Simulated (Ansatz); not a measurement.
Input

```
crystal:
  lattice:
    - [0.0, -4.5411489476, 0.0]
    - [2.2705502547, 2.2705744738, -3.2156746083]
    - [4.5411005094, 0.0, 3.2156746083]
  atoms:
    - { symbol: Sb, position: [1.0, 0.0, 0.0] }
    - { symbol: Sb, position: [0.6666666667, 0.3333333333, 0.3333333333] }
    - { symbol: Sb, position: [0.3333333333, 0.6666666667, 0.6666666667] }
    - { symbol: Ni, position: [1.0, 1.0, 0.5] }
    - { symbol: Ni, position: [0.6666666667, 0.3333333333, 0.8333333333] }
    - { symbol: Ni, position: [0.3333333333, 0.6666666667, 0.1666666667] }
basis:
  ecutwfc: 420
kpoints:
  mp_grid: { grid: [10, 10, 8] }
hamiltonian:
  xc: pbesol
scf:
  occupations: { method: gaussian, width: 0.1 }
output:
  forces: true
  stress: true
  eigenvalues: true
  write_density: true
  write_potential: true
  elf: true
  volumetric_format: npy
relax:
  adjacent_minimum: "off"
  f_tol: 0.015
  max_steps: 60
  cell: { stress_tol: 0.15 }
```

Run with:

```sh
ansatz run input.yaml --threads 1 --pin off --max-ram 2560MiB --backend cpu --events-out ev --progress --plain --runs-dir out
```

The fields are those of the run's last geometry, not of the input's.

Space group Pm-3m; a structure from a database of computed crystals, not necessarily the ambient phase; computed without spin polarisation.

The calculation used Ansatz, DFT PBEsol, scalar-relativistic, plane waves, PAW.

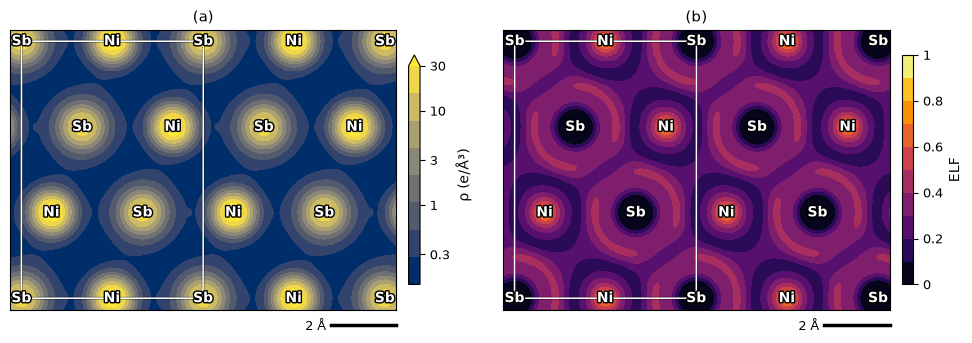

NiSb. (a) valence charge density (pseudo); (b) electron localisation function on the (110) plane of the calculation cell.

In a PAW calculation such maps are meaningful between the atoms, not at the nuclei.

**What does the map show?**

The plane passes through Sb and Ni nuclei. Ni–Sb (2.78 Å): ρ is about 0.28 e/Å³ halfway; the ELF is about 0.40 at the midpoint. Sb–Sb (3.21 Å): ρ at the midpoint is about 0.19 e/Å³; the ELF is about 0.25 at the midpoint: no localised pair shows between them. Between the atoms the lowest density in this plane is 0.14 e/Å³. The features right at Ni lie inside the PAW spheres, where the map follows smoothed inner orbitals and isn't to be read closely.

**Does the calculation make it a metal, or give it a gap?**

It is gapless in this calculation (a metal or semimetal).
